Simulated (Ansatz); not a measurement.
BN: band-structure calculation

BN (P6₃/mmc, 4 atoms in the cell), computed with DFT, PBE, PAW with Ansatz's default frozen-core files, scalar-relativistic, no spin polarisation (Ansatz 0.2.0).

The structure derives from an entry of the Crystallography Open Database. It belongs to a series of runs on one base structure; here: PAW files in place of LAPW. Figures and captions count atoms from 1; the log counts them from 0 in places.

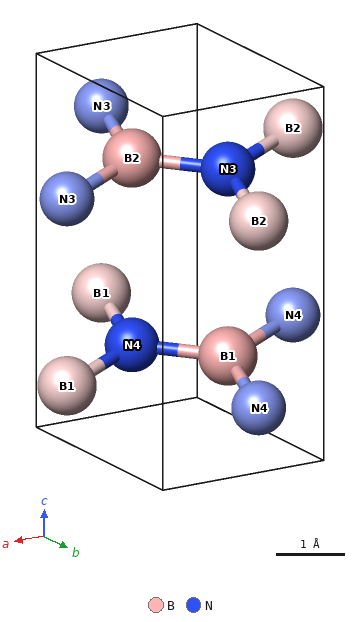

The structure as given in the input (ball-and-stick view of the cell of the calculation, seen at an oblique angle; neighbours outside the cell are drawn fainter; atoms are numbered from 1 in the order of the input). Near neighbours in the crystal (not all of them lie inside the picture): B has 3 N at 1.45 Å; N has 3 B at 1.45 Å.

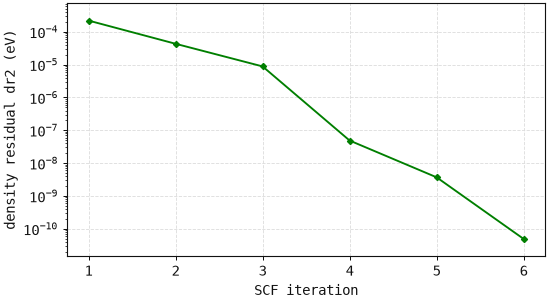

Convergence of the self-consistent field: density residual dr2 against the SCF iteration. The residual falls at every step.

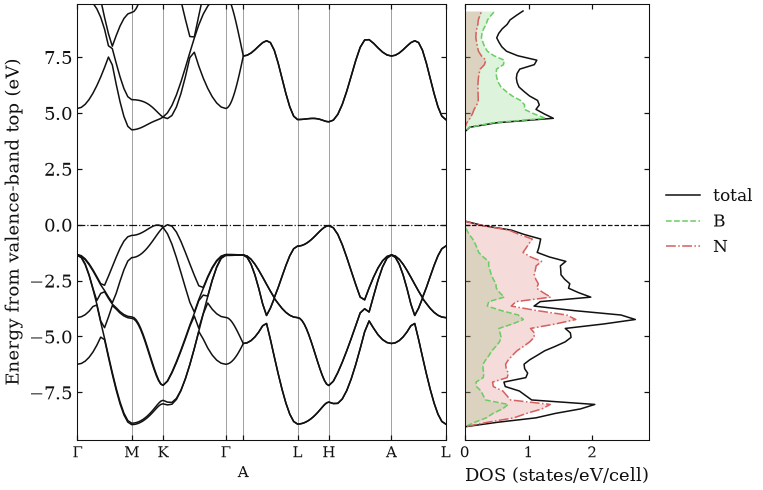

Band structure along Γ–M–K–Γ–A–L–H–A–L and density of states (projected on Löwdin-orthogonalised atomic shells), with energies from the valence-band top. There is a gap of 4.25 eV on this path, indirect, from between K and Γ to M.

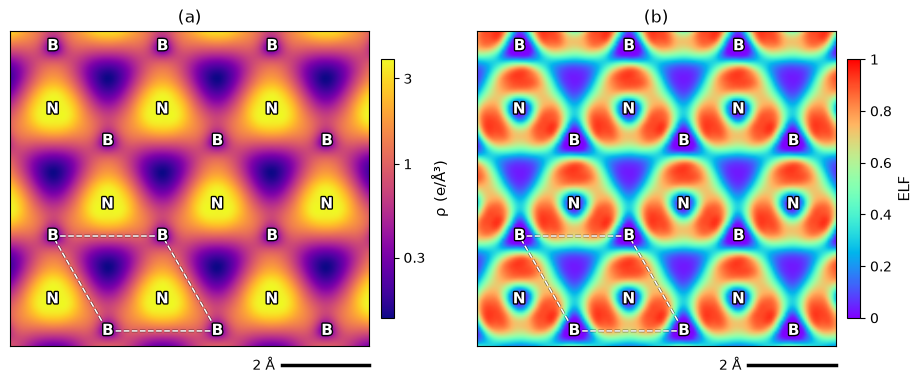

(a) valence pseudo-density; (b) electron localisation function on the (001) plane of the conventional cell. Atoms in the plane: B and N. Away from the nuclei the density in this plane falls to 0.14 e/Å³ at its lowest. Core electrons are frozen (PAW), so the fields are smoothed inside the atomic spheres.

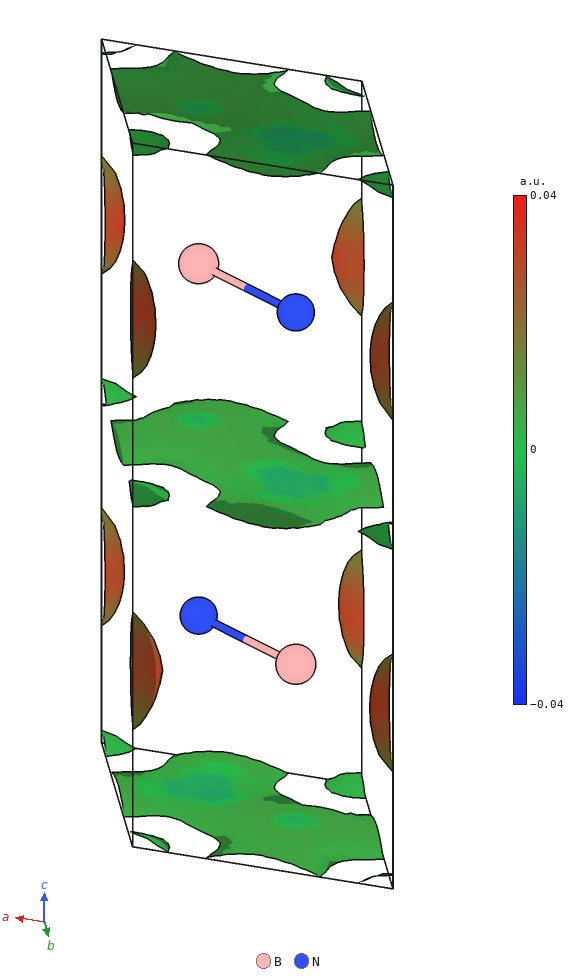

Non-covalent interaction (NCI) plot: the surface where the reduced density gradient is 0.5, for densities under 0.05 a.u., coloured by sign(λ₂)ρ; seen at an oblique angle. The outline is the cell set on symmetry axes. Between B on one side and B on the other: a weak, van der Waals-like contact (green) (×2); sheets between layers or molecules: weak, van der Waals-like contact (green) (×2); inside the ring or cage of B and N: steric crowding (red) (×2).

These pictures come from the run below.

**The input**
```yaml
crystal:
  lattice:
    - [2.5039917043, 0.0, 0.0]
    - [-1.2519958522, 2.1685204268, 0.0]
    - [0.0, 0.0, 6.6612]
  atoms:
    - { symbol: B, position: [0.3333333333, 0.6666666667, 0.25] }
    - { symbol: B, position: [0.6666666667, 0.3333333333, 0.75] }
    - { symbol: "N", position: [0.3333333333, 0.6666666667, 0.75] }
    - { symbol: "N", position: [0.6666666667, 0.3333333333, 0.25] }
kpoints:
  mp_grid: { grid: [11, 11, 4] }
  band_path:
    path:
      - [0.0, 0.0, 0.0]
      - [0.5, 0.0, 0.0]
      - [0.3333333333, 0.3333333333, 0.0]
      - [0.0, 0.0, 0.0]
      - [0.0, 0.0, 0.5]
      - [0.5, 0.0, 0.5]
      - [0.3333333333, 0.3333333333, 0.5]
      - [0.0, 0.0, 0.5]
      - [0.5, 0.0, 0.5]
    npoints: 14
scf:
  occupations: { method: fermi_dirac, width: 0.02 }
hamiltonian:
  xc: pbe
  pseudopotentials: { kind: paw }
output:
  forces: true
  stress: true
  eigenvalues: true
  efg: { contact_densities: true }
  populations: true
  bader: true
  dos: { projected: true, de: 0.2, e_range: [-14, 8] }
  write_density: true
  write_potential: true
  elf: true
  volumetric_format: npy
```

Launched with:
```bash
ansatz run input.yaml --threads 1 --pin off --max-ram 4096MiB --backend cpu --events-out ev --progress --plain --runs-dir out
```

**Log**
```
Engine: ansatz 0.2.0, x86_64-unknown-linux-gnu
Pseudopotentials: kind: paw
Pseudopotential: B, paw, valence charge 3, recommended cutoff 420 eV (normal), B.paw.azcp
Pseudopotential: N, paw, valence charge 5, recommended cutoff 420 eV (normal), N.paw.azcp
Functional definition: PBE
  parameter kappa = 0.804
  parameter beta = 0.06672455060314922
  exchange = pbe_x(kappa = kappa, mu = beta*pi^2/3)
  correlation = pbe_c(beta = beta)
Crystal: 4 atoms, lattice volume = 36.170 Å³
Basis set: ecut = 420 eV, 713 PW (Γ), exchange–correlation on 36×36×90 points (8 copies of the dense FFT grid, shifted against one another)
Bands: 12, of which v1, the nominal top of the filled ones, is band 8 counted from 1 (7 counted from 0)
Symmetry: 24 space group operations
Space group: P63/mmc (ITA 194), of the structure as read, at distance tolerance 3.3e-5 Å
k-points: 48 of 484
Non-local potential: B, projectors of the file, l = 0: 2, l = 1: 2, l = 2: 1
Non-local potential: N, projectors of the file, l = 0: 2, l = 1: 2, l = 2: 1
PAW form: soft (Blöchl's): semilocal exchange-correlation on the pseudo side does not see the compensation charge
PAW one-centre angular grid: B, 110 points (default); XC on 64 Gauss nodes
PAW one-centre angular grid: N, 110 points (default); XC on 64 Gauss nodes
Initial density: superposition of atomic densities (neutral atoms: chi_scale 0, normalization atom), corrected by the library's trained network
Initial wavefunctions: pseudopotential atomic-orbital guess
Functional: x = pbe(κ = 0.804, μ = 0.2195149727645171), c = pbe(β = 0.06672455060314922)
SCF iter   1: F=—  HF=-1084.807931 eV  |F-HF|=—  |Δ(HF+E_count)|=         —  Δρ=1.51e-3  dr2=2.20e-4  ethr=1.77e-3  ⟨swp⟩=6.4  Hψ=3587  notcnv=0
preconditioner: auto → none  [insulator: Δε(μ)=4.332 eV  Ē_g=15.837 eV  σ=0.020 eV  W_gap=1.00  n_scr=4 (ndim 8)  ℏωp=24.7 eV  f_vac=0.023  D(μ)=0.00/eV (n_scr^D=0)  ε∞_Penn≈3.4]
SCF iter   2: F=—  HF=-1084.808977 eV  |F-HF|=—  |Δ(HF+E_count)|=   1.05e-3  Δρ=7.52e-4  dr2=4.32e-5  ethr=1.38e-6  ⟨swp⟩=2.1  Hψ=1478  notcnv=0
SCF iter   3: F=—  HF=-1084.809264 eV  |F-HF|=—  |Δ(HF+E_count)|=   2.86e-4  Δρ=3.51e-4  dr2=8.82e-6  ethr=2.70e-7  ⟨swp⟩=2.0  Hψ=899  notcnv=0
iter 4 did not close the SCF: its close was put off for the readings that it lacked (scf_convergence_deferred on its scf_iter line)
SCF iter   4: F=-1084.809346 eV  HF=-1084.809346 eV  |F-HF|=2.22e-7  |Δ(HF+E_count)|=   8.20e-5  Δρ=1.94e-5  dr2=4.86e-8  ethr=5.51e-8  ⟨swp⟩=2.1  Hψ=954  notcnv=0
iter 5 did not close the SCF: its close was put off for the readings that it lacked (scf_convergence_deferred on its scf_iter line)
SCF iter   5: F=-1084.809346 eV  HF=-1084.809346 eV  |F-HF|=7.01e-9  |Δ(HF+E_count)|=   2.42e-7  Δρ=4.16e-6  dr2=3.68e-9  ethr=3.04e-10  ⟨swp⟩=2.0  Hψ=956  notcnv=0
SCF iter   6: F=-1084.809346 eV  HF=-1084.809346 eV  |F-HF|=1.66e-10  |Δ(HF+E_count)|=   8.84e-9  Δρ=5.16e-7  dr2=4.87e-11  ethr=2.30e-11  ⟨swp⟩=4.9  Hψ=3046  notcnv=0
SCF 1 converged in 6 iterations: F = -1084.809346 eV  dr2 = 4.87e-11
  greatest PAW one-centre occupation: 0.797 electrons in one spin orbital (limit 2), on the N atom at site 3 (counted from 0), in its partial waves of l = 0
NSCF: frozen V_eff on 113 k-points
SCF converged after 6 iterations
Free energy (F): -1084.809346 eV
Harris-Foulkes:  -1084.809346 eV  (|F-HF|=1.66e-10)
Internal energy: -1084.809346 eV  (E = F + TS)
E sigma→0 (E₀):  -1084.809346 eV
Fermi energy:    6.914579 eV
--- Per-component energies (eV) ---
  E_band       = -38.483448
  E_kinetic    = 366.916539
  E_local      = -696.310232  (includes V_loc(G=0)·N_el)
  E_nonlocal   = 115.662737
  E_hartree    = 224.896047
  E_xc         = -184.452426
  E_vxc        = -228.847017  (∫ρ·V_xc dr)
  E_paw        = -413.646929  (= ΣΔE_a)
  E_vpaw       = -45.697853  (= ΣTr[D̂ρ^β])
  E_aug_tail   = 0.000204  (compensation charges beyond the density's cutoff)
  E_ewald      = -497.875287
  E_smearing   = -0.000000  (= −TS)
  E_closure    = 0.000000  (closes the sum)
  Σ components = -1084.809346   (vs F -1084.809346, Δ=0.00e0)
--- Forces (eV/Å), atoms counted from 1 ---
  atom   1  B      0.00000000    -0.00000000     0.00000000
  atom   2  B     -0.00000000     0.00000000     0.00000000
  atom   3  N      0.00000000    -0.00000000     0.00000000
  atom   4  N     -0.00000000     0.00000000     0.00000000
  max |Σ_I F_I| component: 1.34e-16 eV/Å
--- Stress (GPa, compression-positive) ---
        3.560741      -0.000000       0.000000
       -0.000000       3.560741       0.000000
        0.000000       0.000000       2.838458
  P = ⅓ Tr σ = 3.3200 GPa (33.200 kbar)
--- PAW observables at the nuclei: V_zz in 10²¹ V/m², potentials from the cell's mean, atoms counted from 1 ---
  atom   1  B  V_zz =    +2.817469   η = 0.0000   by run symmetry: allowed
            electrostatic potential = -322.246061 V   contact ρ = 486.868059 e/Å³
  atom   2  B  V_zz =    +2.817469   η = 0.0000   by run symmetry: allowed
            electrostatic potential = -322.246061 V   contact ρ = 486.868059 e/Å³
  atom   3  N  V_zz =    -0.327162   η = 0.0000   by run symmetry: allowed
            electrostatic potential = -512.111870 V   contact ρ = 1411.217076 e/Å³
  atom   4  N  V_zz =    -0.327162   η = 0.0000   by run symmetry: allowed
            electrostatic potential = -512.111870 V   contact ρ = 1411.217076 e/Å³
--- Band table (eV; the first three rows and the last of 48) ---
  k-point 0: bands = ["-13.0801", "-12.7929", "-1.4869", "0.6055", "3.3831", "3.3831", "3.4179", "3.4179", "9.9557", "14.9918", "16.2893", "16.2893"]
  k-point 1: bands = ["-13.0402", "-12.8372", "-1.2315", "0.2271", "3.3885", "3.3885", "3.4134", "3.4134", "10.6484", "14.0936", "16.3068", "16.3068"]
  k-point 2: bands = ["-12.9409", "-12.9409", "-0.5599", "-0.5599", "3.4008", "3.4008", "3.4008", "3.4008", "12.3017", "12.3017", "16.3486", "16.3486"]
  k-point 47: bands = ["-9.3368", "-9.3368", "-3.3612", "-3.3612", "-2.0829", "-2.0829", "4.5980", "4.5980", "9.4195", "9.4195", "16.8853", "16.8853"]
--- Löwdin populations: 4 sites ---
  site symbol       q [e]
     0      B      2.6038
     1      B      2.6038
     2      N      5.3384
     3      N      5.3384
  spilling = 0.007229 (of n_electrons = 16.000000)
--- Bader charges: 4 sites ---
  site symbol  charge [e]  shift [e]
     0      B      2.2213     0.0005
     1      B      2.2213     0.0005
     2      N     -2.2213     0.0005
     3      N     -2.2212     0.0005
  estimated error of the sums over rays = 4.0e-4 e
```

**File bader_charges.tsv**
```
# site	symbol	x_ang	y_ang	z_ang	partial_charge_e	electrons	volume_ang3	relative_density_drop	shared_charge_e	partial_wave_shift_e
# quadrature_error_electrons = 4.0e-4
0	B	0.0000	1.4457	1.6653	2.22125	2.77875	2.14	-	2.22125	0.00048
1	B	1.2520	0.7228	4.9959	2.22125	2.77875	2.14	-	2.22125	0.00048
2	N	0.0000	1.4457	4.9959	-2.22125	9.22125	15.95	-	-2.22125	0.00048
3	N	1.2520	0.7228	1.6653	-2.22125	9.22125	15.95	-	-2.22125	0.00048
```

**File dos.tsv**
```
# E-E_F[eV]	g_bin_mean(E)[states/eV]	N(E)
# format = ansatz-dos/2
# fermi_ev = 6.914579
# fermi_mp_grid = 11 11 4
# fermi_mp_shift = 0 0 0
# g_bin_mean(E): the states in a bin one row spacing wide, centred on E, divided by that spacing. States that the method places at a single energy (under output.dos.method: tetrahedron, those of a tetrahedron whose four corners have one energy) are counted whole in the row whose bin holds that energy (on the edge of two bins, in the lower row). The sum of g_bin_mean over a run of rows, times the row spacing, is the number of states from half a spacing under the first of them to half a spacing over the last (a plain sum, not the trapezoid rule).
-14.000000	0.000000e0	4.000000e0
-13.800000	0.000000e0	4.000000e0
-13.600000	0.000000e0	4.000000e0
-13.400000	0.000000e0	4.000000e0
-13.200000	0.000000e0	4.000000e0
-13.000000	0.000000e0	4.000000e0
-12.800000	0.000000e0	4.000000e0
-12.600000	0.000000e0	4.000000e0
-12.400000	0.000000e0	4.000000e0
-12.200000	0.000000e0	4.000000e0
-12.000000	0.000000e0	4.000000e0
-11.800000	0.000000e0	4.000000e0
-11.600000	0.000000e0	4.000000e0
-11.400000	0.000000e0	4.000000e0
-11.200000	0.000000e0	4.000000e0
-11.000000	5.055981e-1	4.000165e0
-10.800000	1.114020e0	4.216003e0
-10.600000	1.421820e0	4.451280e0
-10.400000	1.814239e0	4.782047e0
-10.200000	2.038760e0	5.204947e0
-10.000000	1.048003e0	5.488642e0
-9.800000	9.514502e-1	5.685200e0
-9.600000	8.553875e-1	5.869284e0
-9.400000	6.334580e-1	6.013722e0
-9.200000	6.126460e-1	6.138332e0
-9.000000	9.568206e-1	6.275918e0
-8.800000	9.852687e-1	6.489810e0
-8.600000	9.378390e-1	6.682608e0
-8.400000	9.284587e-1	6.867225e0
-8.200000	1.019074e0	7.058970e0
-8.000000	1.137377e0	7.276255e0
-7.800000	1.252178e0	7.512859e0
-7.600000	1.419851e0	7.780511e0
-7.400000	1.574298e0	8.079573e0
-7.200000	1.666135e0	8.407471e0
-7.000000	1.655225e0	8.740494e0
-6.800000	1.575448e0	9.062031e0
-6.600000	2.179162e0	9.418953e0
-6.400000	2.674712e0	9.915961e0
-6.200000	2.450361e0	1.044431e1
-6.000000	1.705494e0	1.088218e1
-5.800000	1.085594e0	1.113714e1
-5.600000	1.182946e0	1.134597e1
-5.400000	1.975725e0	1.164476e1
-5.200000	1.784508e0	1.206425e1
-5.000000	1.626414e0	1.239034e1
-4.800000	1.646200e0	1.271840e1
-4.600000	1.565626e0	1.304328e1
-4.400000	1.507958e0	1.334754e1
-4.200000	1.504951e0	1.364524e1
-4.000000	1.498521e0	1.395057e1
-3.800000	1.583843e0	1.424904e1
-3.600000	1.322197e0	1.455980e1
-3.400000	1.134875e0	1.478882e1
-3.200000	1.158934e0	1.502328e1
-3.000000	1.174718e0	1.525498e1
-2.800000	1.189457e0	1.549405e1
-2.600000	9.343197e-1	1.570761e1
-2.400000	7.256857e-1	1.587595e1
-2.200000	2.844436e-1	1.598819e1
-2.000000	0.000000e0	1.600000e1
-1.800000	0.000000e0	1.600000e1
-1.600000	0.000000e0	1.600000e1
-1.400000	0.000000e0	1.600000e1
-1.200000	0.000000e0	1.600000e1
-1.000000	0.000000e0	1.600000e1
-0.800000	0.000000e0	1.600000e1
-0.600000	0.000000e0	1.600000e1
-0.400000	0.000000e0	1.600000e1
-0.200000	0.000000e0	1.600000e1
0.000000	0.000000e0	1.600000e1
0.200000	0.000000e0	1.600000e1
0.400000	0.000000e0	1.600000e1
0.600000	0.000000e0	1.600000e1
0.800000	0.000000e0	1.600000e1
1.000000	0.000000e0	1.600000e1
1.200000	0.000000e0	1.600000e1
1.400000	0.000000e0	1.600000e1
1.600000	0.000000e0	1.600000e1
1.800000	0.000000e0	1.600000e1
2.000000	0.000000e0	1.600000e1
2.200000	7.495174e-2	1.600027e1
2.400000	4.986100e-1	1.605555e1
2.600000	1.388186e0	1.626052e1
2.800000	1.242798e0	1.652098e1
3.000000	1.115840e0	1.675244e1
3.200000	1.167884e0	1.697846e1
3.400000	1.140158e0	1.721769e1
3.600000	1.013773e0	1.743032e1
3.800000	9.280302e-1	1.762308e1
4.000000	8.490069e-1	1.780022e1
4.200000	8.193579e-1	1.796621e1
4.400000	8.073819e-1	1.812859e1
4.600000	8.187498e-1	1.829044e1
4.800000	8.609233e-1	1.845716e1
5.000000	1.089219e0	1.864726e1
5.200000	1.129168e0	1.888120e1
5.400000	8.277021e-1	1.907917e1
5.600000	6.530353e-1	1.922205e1
5.800000	5.793119e-1	1.934446e1
6.000000	5.352843e-1	1.945503e1
6.200000	4.995684e-1	1.955783e1
6.400000	5.313564e-1	1.965949e1
6.600000	5.851693e-1	1.977131e1
6.800000	6.630632e-1	1.989501e1
7.000000	7.082580e-1	2.003438e1
7.200000	8.064808e-1	2.018076e1
7.400000	9.120262e-1	2.035710e1
7.600000	9.291480e-1	2.054147e1
7.800000	1.113883e0	2.073520e1
8.000000	1.344137e0	2.099068e1
```

**File populations.tsv**
```
# site	symbol	l	j	q
# orbitals = lowdin
# n_electrons = 16.000000
# spilling = 0.007229
0	B	0_2S	-	0.625296
0	B	1_2P	-	1.978510
1	B	0_2S	-	0.625296
1	B	1_2P	-	1.978510
2	N	0_2S	-	1.150837
2	N	1_2P	-	4.187524
3	N	0_2S	-	1.150837
3	N	1_2P	-	4.187524
```

**File rho_z.tsv**
```
# z_ang	rho[e/angstrom^3]
# format = ansatz-planar-average/11
# lattice	2.503991704	0.000000000	0.000000000
# lattice	-1.251995852	2.168520427	0.000000000
# lattice	0.000000000	0.000000000	6.661200000
# sites	4
# site	5	-0.000000000	1.445680285	1.665300000
# site	5	1.251995852	0.722840142	4.995900000
# site	7	-0.000000000	1.445680285	4.995900000
# site	7	1.251995852	0.722840142	1.665300000
0.000000	2.945895e-2
0.148027	3.318552e-2
0.296053	4.547003e-2
0.444080	6.963125e-2
0.592107	1.117083e-1
0.740133	1.808800e-1
0.888160	2.910950e-1
1.036187	4.588028e-1
1.184213	6.922930e-1
1.332240	9.570924e-1
1.480267	1.170964e0
1.628293	1.270326e0
1.776320	1.236880e0
1.924347	1.075583e0
2.072373	8.254268e-1
2.220400	5.679773e-1
2.368427	3.667803e-1
2.516453	2.298328e-1
2.664480	1.421495e-1
2.812507	8.795015e-2
2.960533	5.575256e-2
3.108560	3.810890e-2
3.256587	3.037169e-2
3.404613	3.037169e-2
3.552640	3.810890e-2
3.700667	5.575256e-2
3.848693	8.795015e-2
3.996720	1.421495e-1
4.144747	2.298328e-1
4.292773	3.667803e-1
4.440800	5.679773e-1
4.588827	8.254268e-1
4.736853	1.075583e0
4.884880	1.236880e0
5.032907	1.270326e0
5.180933	1.170964e0
5.328960	9.570924e-1
5.476987	6.922930e-1
5.625013	4.588028e-1
5.773040	2.910950e-1
5.921067	1.808800e-1
6.069093	1.117083e-1
6.217120	6.963125e-2
6.365147	4.547003e-2
6.513173	3.318552e-2
```

**Key numbers**

| quantity | value |
| --- | --- |
| outcome | converged |
| space group (tolerance 0.01 Å) | P6₃/mmc (194) |
| electrons treated | 16 |
| free energy | −1084.8093 eV |
| Fermi energy | 6.915 eV |
| gap on the k-point mesh | 4.34 eV |
| pressure | 3.32 GPa |
| field gradient V_zz (10²¹ V/m²) | B 2.82, B 2.82, N −0.33, N −0.33 |
| largest force (length of the vector) | under 0.001 eV/Å |
| hardware | 1 thread of Intel Xeon (Sapphire Rapids), 64 GiB of memory available, shared host |
| wall time | 37 s |
| peak memory | 0.38 GiB |
